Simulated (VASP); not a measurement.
## Geometry relaxation, with input and output: I (part 2 of 2)

I (1 atom in the cell); Kohn-Sham DFT of a periodic cell, PBEsol, VASP PAW PBE potentials, recommended, no spin polarisation (VASP 6.6.1); cutoff 600 eV, 18×18×18 k-mesh, methfessel-paxton of 0.1 eV. 

Geometry of the input (Å; fractional positions):
```
-1.4914  1.4888  2.5081
1.4914  -1.4888  2.5081
1.4914  1.4888  -2.5081
I  0.0000  0.0000  0.0000
```

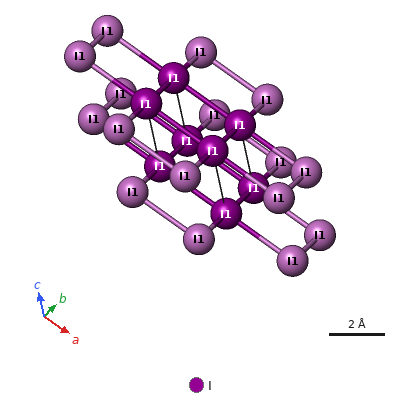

*The geometry at step 2 of the log (ball-and-stick view of the reduced cell, seen slightly off an axis; neighbours outside the cell are drawn fainter; atoms are numbered from 1 in the order of the input).*

**Parts of OUTCAR, continued**
```
 Free energy of the ion-electron system (eV)
  ---------------------------------------------------
  ext. energy  EPLUGINS =         0.00000000
  ---------------------------------------------------
  free energy    TOTEN  =        -0.77346515 eV

  energy without entropy =       -0.77346637  energy(sigma->0) =       -0.77346556

------------------------ aborting loop because EDIFF is reached ----------------------------------------

  FORCE on cell =-STRESS in cart. coord.  units (eV):
  Direction    XX          YY          ZZ          XY          YZ          ZX
  --------------------------------------------------------------------------------------
  -------------------------------------------------------------------------------------
  Total        4.4435429      4.4535686      4.4525440     -0.0000000      0.0000000      0.0000000
  in kB      319.6047152    320.3258164    320.2521217     -0.0000000      0.0000000      0.0000000
  external PRESSURE =       0.0608845 kB  Pullay stress =     320.0000000 kB

 VOLUME and BASIS-vectors are now :
 -----------------------------------------------------------------------------
  energy-cutoff  :      600.00
  volume of cell :       22.28
      direct lattice vectors                 reciprocal lattice vectors
    -1.491350985  1.488826756  2.508087969     0.000000000  0.335834910  0.199355049
     1.491350985 -1.488826756  2.508087969     0.335266483  0.000000000  0.199355049
     1.491350985  1.488826756 -2.508087969     0.335266483  0.335834910  0.000000000

 POSITION                                       TOTAL-FORCE (eV/Angst)
 -----------------------------------------------------------------------------------
      0.00000      0.00000      0.00000         0.000000      0.000000      0.000000
 -----------------------------------------------------------------------------------
    total drift:                                0.000000      0.000000      0.000000

  FREE ENERGIE OF THE ION-ELECTRON SYSTEM (eV)
  ---------------------------------------------------
  free  energy   TOTEN  =        -0.7734651508 eV

  energy  without entropy=       -0.7734663710  energy(sigma->0) =       -0.77346556

  enthalpy is  TOTEN    =         3.6755735384 eV   P V=        4.4490386893

--------------------------------------- Ionic step        2  -------------------------------------------

 number of electron       7.0000000 magnetization

------------------------ aborting loop because EDIFF is reached ----------------------------------------

  FORCE on cell =-STRESS in cart. coord.  units (eV):
  Direction    XX          YY          ZZ          XY          YZ          ZX
  --------------------------------------------------------------------------------------
  -------------------------------------------------------------------------------------
  Total        4.4439294      4.4506099      4.4504257      0.0000000      0.0000000      0.0000000
  in kB      319.5933818    320.0738213    320.0605730      0.0000000      0.0000000      0.0000000
  external PRESSURE =      -0.0907413 kB  Pullay stress =     320.0000000 kB

 VOLUME and BASIS-vectors are now :
 -----------------------------------------------------------------------------
  energy-cutoff  :      600.00
  volume of cell :       22.28
      direct lattice vectors                 reciprocal lattice vectors
    -1.490955584  1.489152116  2.508512101     0.000000000  0.335761535  0.199321343
     1.490955584 -1.489152116  2.508512101     0.335355396  0.000000000  0.199321343
     1.490955584  1.489152116 -2.508512101     0.335355396  0.335761535  0.000000000

 POSITION                                       TOTAL-FORCE (eV/Angst)
 -----------------------------------------------------------------------------------
      0.00000      0.00000      0.00000        -0.000000     -0.000000     -0.000000
 -----------------------------------------------------------------------------------
    total drift:                                0.000000      0.000000      0.000000

  FREE ENERGIE OF THE ION-ELECTRON SYSTEM (eV)
  ---------------------------------------------------
  free  energy   TOTEN  =        -0.7740123638 eV

  energy  without entropy=       -0.7740052489  energy(sigma->0) =       -0.77400999

  enthalpy is  TOTEN    =         3.6755710887 eV   P V=        4.4495834525

--------------------------------------- Ionic step        3  -------------------------------------------

 number of electron       7.0000000 magnetization

------------------------ aborting loop because EDIFF is reached ----------------------------------------

  FORCE on cell =-STRESS in cart. coord.  units (eV):
  Direction    XX          YY          ZZ          XY          YZ          ZX
  --------------------------------------------------------------------------------------
  -------------------------------------------------------------------------------------
  Total        4.4443877      4.4464194      4.4467928      0.0000000      0.0000000      0.0000000
  in kB      319.5642453    319.7103322    319.7371756      0.0000000      0.0000000      0.0000000
  external PRESSURE =      -0.3294156 kB  Pullay stress =     320.0000000 kB

 VOLUME and BASIS-vectors are now :
 -----------------------------------------------------------------------------
  energy-cutoff  :      600.00
  volume of cell :       22.28
      direct lattice vectors                 reciprocal lattice vectors
    -1.490327186  1.489669201  2.509186160     0.000000000  0.335644987  0.199267798
     1.490327186 -1.489669201  2.509186160     0.335496799  0.000000000  0.199267798
     1.490327186  1.489669201 -2.509186160     0.335496799  0.335644987  0.000000000

 POSITION                                       TOTAL-FORCE (eV/Angst)
 -----------------------------------------------------------------------------------
      0.00000      0.00000      0.00000        -0.000000     -0.000000      0.000000
 -----------------------------------------------------------------------------------
    total drift:                                0.000000      0.000000      0.000000

  FREE ENERGIE OF THE ION-ELECTRON SYSTEM (eV)
  ---------------------------------------------------
  free  energy   TOTEN  =        -0.7748786365 eV

  energy  without entropy=       -0.7748657454  energy(sigma->0) =       -0.77487434

  enthalpy is  TOTEN    =         3.6755693864 eV   P V=        4.4504480229

--------------------------------------- Ionic step        4  -------------------------------------------

 number of electron       7.0000000 magnetization

 Free energy of the ion-electron system (eV)
  ---------------------------------------------------
  ext. energy  EPLUGINS =         0.00000000
  ---------------------------------------------------
  free energy    TOTEN  =        -0.77341632 eV

  energy without entropy =       -0.77340380  energy(sigma->0) =       -0.77341215

 E-fermi :  11.4887     XC(G=0): -11.3687     alpha+bet :-15.9139

 val. band max:       11.4881813357   @ k =  -0.1111  -0.1111   0.0556
 cond. band min:      11.4917170815   @ k =   0.4444  -0.3333   0.3333
 fundamental gap:      0.0035357458
 Fermi energy:        11.4886907563

 k-point     1 :       0.0000    0.0000    0.0000
  band No.  band energies     occupation
      1      -6.0692      2.00000
      2      13.3386     -0.00000
      3      13.9201      0.00000
      4      13.9222      0.00000
      5      19.9475      0.00000
      6      21.8148      0.00000
      7      21.8784      0.00000

 k-point     2 :       0.0556   -0.0000    0.0000
  band No.  band energies     occupation
      1      -6.0036      2.00000
      2      13.0818     -0.00000
      3      13.5028      0.00000
      4      13.9070      0.00000
      5      20.0780      0.00000
      6      20.9314      0.00000
      7      21.9094      0.00000

 k-point     3 :       0.1111   -0.0000    0.0000
  band No.  band energies     occupation
      1      -5.8075      2.00000
      2      11.9172     -0.00000
      3      13.0085     -0.00000
      4      13.8721      0.00000
      5      19.7119      0.00000
      6      20.5334      0.00000
      7      22.0407      0.00000

 k-point     4 :       0.1667   -0.0000    0.0000
  band No.  band energies     occupation
      1      -5.4841      2.00000
      2      10.3010      2.00000
      3      12.5310     -0.00000
      4      13.8268      0.00000
      5      18.9320      0.00000
      6      20.4197      0.00000
      7      22.6217      0.00000

 k-point     5 :       0.2222   -0.0000    0.0000
  band No.  band energies     occupation
      1      -5.0401      2.00000
      2       8.5997      2.00000
      3      12.0353     -0.00000
      4      13.7835      0.00000
      5      18.2504      0.00000
      6      20.2687      0.00000
      7      23.1392      0.00000

 [... the levels of 18 k-points are left out ...]

 k-point    24 :      -0.2778    0.0556    0.0000
  band No.  band energies     occupation
      1      -4.5763      2.00000
      2       7.3793      2.00000
      3      11.5674      0.02649
      4      13.5340      0.00000
      5      17.9111      0.00000
      6      20.8800      0.00000
      7      22.1661      0.00000

 [... further k-points ...]

------------------------ aborting loop because EDIFF is reached ----------------------------------------

  FORCE on cell =-STRESS in cart. coord.  units (eV):
  Direction    XX          YY          ZZ          XY          YZ          ZX
  --------------------------------------------------------------------------------------
  -------------------------------------------------------------------------------------
  Total        4.4532368      4.4534503      4.4512537     -0.0000000      0.0000000      0.0000000
  in kB      320.3058097    320.3211656    320.1631677     -0.0000000      0.0000000      0.0000000
  external PRESSURE =       0.2633810 kB  Pullay stress =     320.0000000 kB

 VOLUME and BASIS-vectors are now :
 -----------------------------------------------------------------------------
  energy-cutoff  :      600.00
  volume of cell :       22.28
      direct lattice vectors                 reciprocal lattice vectors
    -1.489815947  1.489694548  2.509179452     0.000000000  0.335639276  0.199268330
     1.489815947 -1.489694548  2.509179452     0.335611926  0.000000000  0.199268330
     1.489815947  1.489694548 -2.509179452     0.335611926  0.335639276  0.000000000

 POSITION                                       TOTAL-FORCE (eV/Angst)
 -----------------------------------------------------------------------------------
      1.48982      1.48969     -2.50918        -0.000000     -0.000000     -0.000000
 -----------------------------------------------------------------------------------
    total drift:                               -0.000000     -0.000000      0.000000

  FREE ENERGIE OF THE ION-ELECTRON SYSTEM (eV)
  ---------------------------------------------------
  free  energy   TOTEN  =        -0.7734163183 eV

  energy  without entropy=       -0.7734038001  energy(sigma->0) =       -0.77341215

  enthalpy is  TOTEN    =         3.6755688351 eV   P V=        4.4489851534

 reached required accuracy - stopping structural energy minimisation
```

**CONTCAR**
```
I
   1.00000000000000
    -1.4898159468563636    1.4896945475066632    2.5091794522196684
     1.4898159468563636   -1.4896945475066632    2.5091794522196684
     1.4898159468563636    1.4896945475066632   -2.5091794522196684
  I
     1
Direct
     0.0000000000000000    0.0000000000000000    1.0000000000000000

  0.00000000E+00  0.00000000E+00  0.00000000E+00
```

**Trajectory as extended XYZ (Å, eV, eV/Å), 4 frames, from step=0 to step=3**
```
1
Lattice="-1.4914 1.4888 2.5081 1.4914 -1.4888 2.5081 1.4914 1.4888 -2.5081" Properties=species:S:1:pos:R:3:forces:R:3 step=0 energy=-0.77347
I     0.0000    0.0000    0.0000    0.0000   0.0000   0.0000
1
Lattice="-1.4910 1.4892 2.5085 1.4910 -1.4892 2.5085 1.4910 1.4892 -2.5085" Properties=species:S:1:pos:R:3:forces:R:3 step=1 energy=-0.77401
I     0.0000    0.0000    0.0000    0.0000   0.0000   0.0000
1
Lattice="-1.4903 1.4897 2.5092 1.4903 -1.4897 2.5092 1.4903 1.4897 -2.5092" Properties=species:S:1:pos:R:3:forces:R:3 step=2 energy=-0.77488
I     0.0000    0.0000    0.0000    0.0000   0.0000   0.0000
1
Lattice="-1.4898 1.4897 2.5092 1.4898 -1.4897 2.5092 1.4898 1.4897 -2.5092" Properties=species:S:1:pos:R:3:forces:R:3 step=3 energy=-0.77342
I     1.4898    1.4897   -2.5092    0.0000   0.0000   0.0000
```
